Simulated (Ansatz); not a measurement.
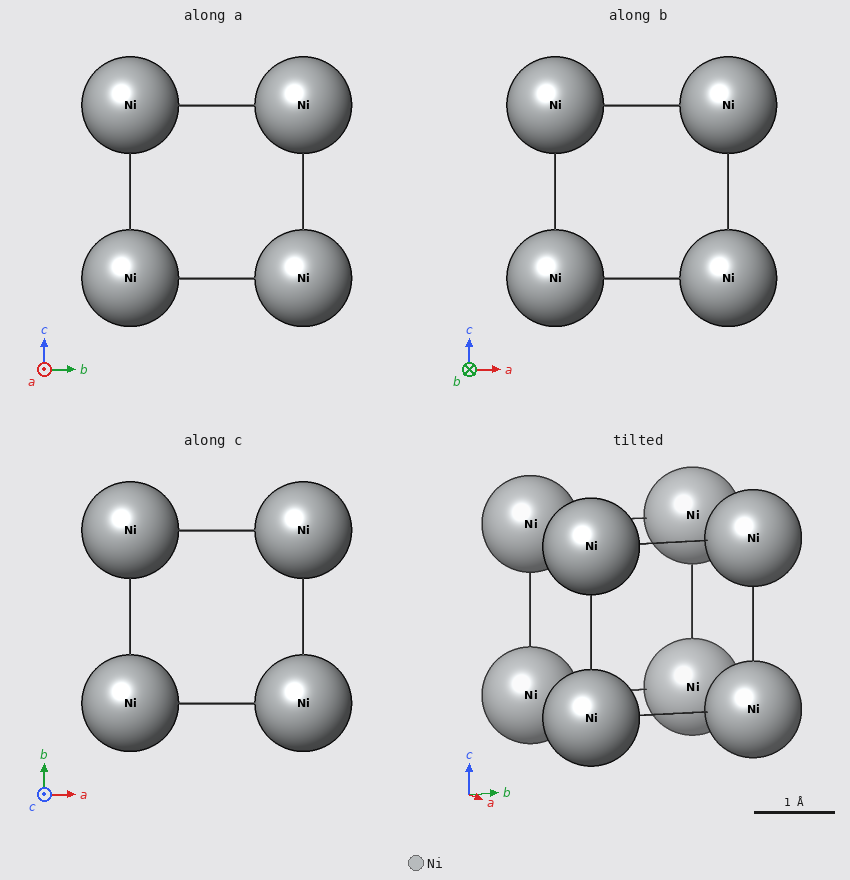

Spheres-only drawing of the structure, looking along the a axis, along the b axis, along the c axis and slightly off an axis. The lines enclose the conventional unit cell; boundary atoms appear with their images.

Lattice parameters: a = 2.165 Å, b = 2.165 Å, c = 2.165 Å, α = 90.00°, β = 90.00°, γ = 90.00°. Put a along x and b in the xy plane.

Q: Write down what is shown as a POSCAR file.

A:
```
Ni
1.0
     2.165    0.000    0.000
     0.000    2.165    0.000
     0.000    0.000    2.165
Ni
1
Direct
  0.0000 0.0000 0.0000
```

Starting structure: a structure type filled with this element by a generator (whether the element takes this form wasn't checked). Earlier steps of the study may have refined or changed the cell and positions. Ansatz was used for an electronic-structure calculation on it.

At this level of theory the cell isn't at rest (compressed, at 33 GPa), so its distances can differ from those at equilibrium, the more so the softer the solid.
